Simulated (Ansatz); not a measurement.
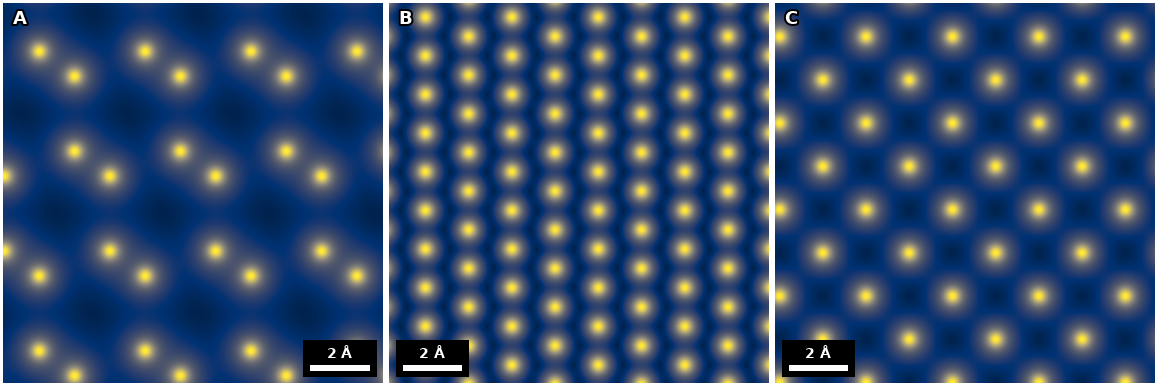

Three views of W (Fd-3m, No. 227) along different zone axes. Computed as the sum of neutral-atom potentials (tabulated electron scattering factors, B = 0.5 Å²) projected along the beam and smoothed by 0.25 Å; brighter is more positive. The display is stretched by a gamma of 0.6; percentages refer to the linear signal. Structure: the geometry given to an electronic-structure calculation, possibly off equilibrium; the starting structure was generated, so it need not be a known form of this composition.

```cif
data_structure
_symmetry_space_group_name_H-M 'Fd-3m:1'
_symmetry_Int_Tables_number 227
_cell_length_a 5.9148
_cell_length_b 5.9148
_cell_length_c 5.9148
_cell_angle_alpha 90.000
_cell_angle_beta 90.000
_cell_angle_gamma 90.000
_cell_volume 206.93
loop_
_atom_site_label
_atom_site_type_symbol
_atom_site_symmetry_multiplicity
_atom_site_Wyckoff_symbol
_atom_site_fract_x
_atom_site_fract_y
_atom_site_fract_z
_atom_site_occupancy
W1 W 8 b 0.25000 0.25000 0.75000 1
```

Match the panels to the zone axes [001], [110] and [210].

A is [110]: projected cell 3.62 × 3.62 Å, 109°, plane group c2mm. B is [210]: projected cell 1.32 × 1.62 Å, 114°, plane group c2mm. C is [001]: projected cell 2.09 × 2.09 Å, 90°, plane group p4mm.
